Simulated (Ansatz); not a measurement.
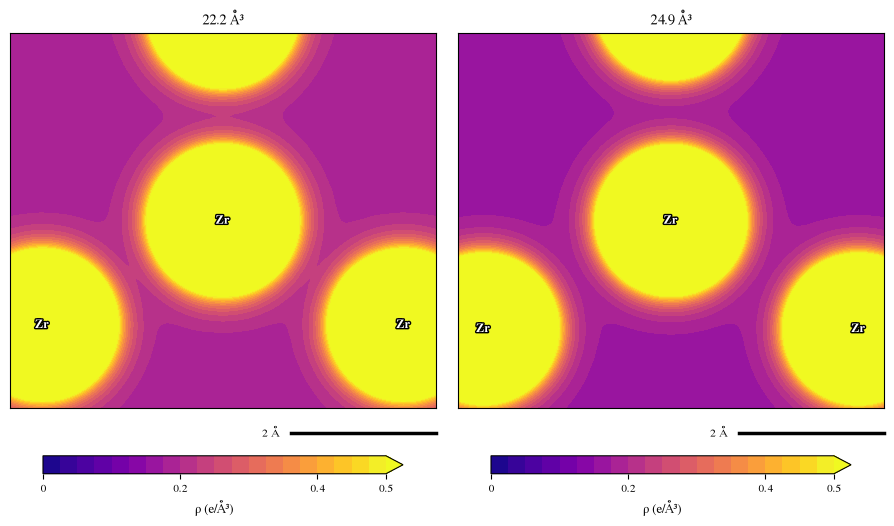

Zr. The valence electron density of cells scaled evenly to different volumes (given per atom above each panel), on the (001) plane of each (indices in the axes of the cell below), at one length scale and on one colour scale.

A generated structure, not necessarily the stable one.

Level of theory: DFT, PBEsol, plane waves (420 eV) with PAW, scalar-relativistic in Ansatz 0.2.0.

In a PAW calculation such maps are meaningful between the atoms, not at the nuclei.

The largest cell:

```xyz
3
Lattice="5.1678 0.0000 0.0000 -2.5839 4.4755 0.0000 0.0000 0.0000 3.2268" Properties=species:S:1:pos:R:3 pbc="T T T"
Zr    0.0000    0.0000    0.0000
Zr    0.0000    2.9837    1.6134
Zr    2.5839    1.4918    1.6134
```

| volume (Å³/atom) | Zr–Zr contact in the plane (Å) | ρ at its midpoint (e/Å³) | 
| --- | --- | --- |
| 22.21 | 2.873 | 0.226 | 
| 23.99 | 2.948 | ? | 
| 24.88 | 2.984 | 0.193 | 

Q: What values belong in the row with question marks?

A: Over the known rows ln ρ falls by 1.42 per Å of Zr–Zr distance (the line through the two), which gives 0.203 e/Å³ at 2.948 Å; the calculation gives 0.203 e/Å³.
